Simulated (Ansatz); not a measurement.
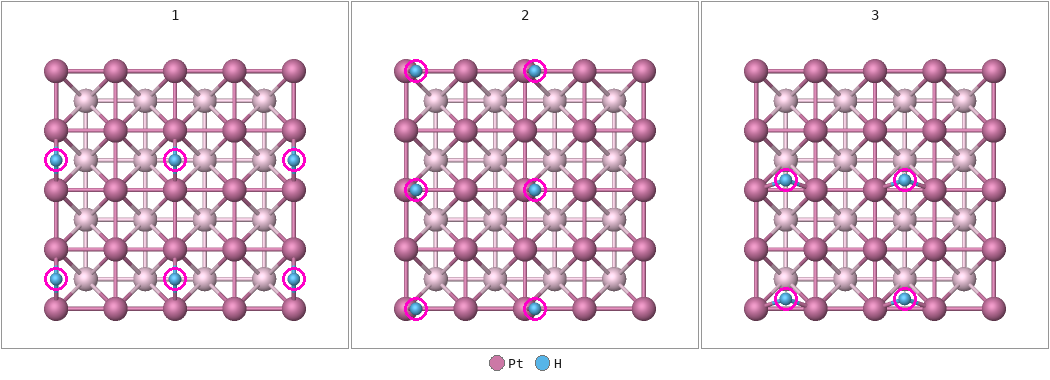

H on a Pt(100) slab cut from the Fm-3m phase, its upper half relaxed before the scan (12 atoms of substrate and one adsorbate in a 2 × 2 cell). 
- H is moved over the surface cell; relaxed at each place: the height of the adsorbate's atoms; substrate rigid; the origin of the map has the adsorbate above Pt9.
- Places are given modulo a cell vector. The map is drawn in real space over the plane of the surface.
- The scan uses a 6 × 6 grid; 10 points were computed and 26 follow by symmetry.
- Places are given in fractions of the 1 × 1 surface cell.
- Energies are in meV, from the lowest grid point.
- Method: DFT PBE, scalar-relativistic, plane waves, PAW (Ansatz 0.2.0). Settings: cutoff 420 eV, k-mesh 5×5×1, gaussian smearing 0.1 eV, no spin polarisation.

The numbered pictures are structures from this grid. Rings mark the moved atoms.

Rank them by energy, lowest first.

Answer. 1, at a bridge site between two Pt atoms, (0/6, 3/6) of the cell vectors: 0 meV; 3, at (3/6, 1/6) of the cell vectors [nearest 2 Pt at 1.77 Å]: 63 meV; 2, at (1/6, 0/6) of the cell vectors [nearest 1 Pt at 1.57 Å]: 185 meV.

The map, with the structures marked:

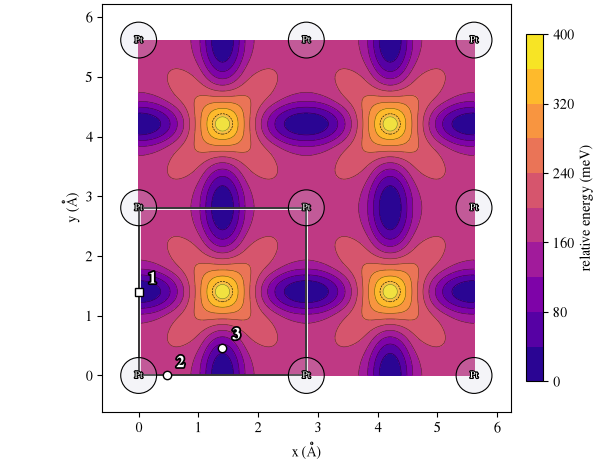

In the figure: filled contours, labelled circles for the atoms of the top layer and small ones for the second layer, the outline of one cell of the 2 × 2 shown. Between grid points the surface is interpolated.

PAW datasets: the set soft_1.
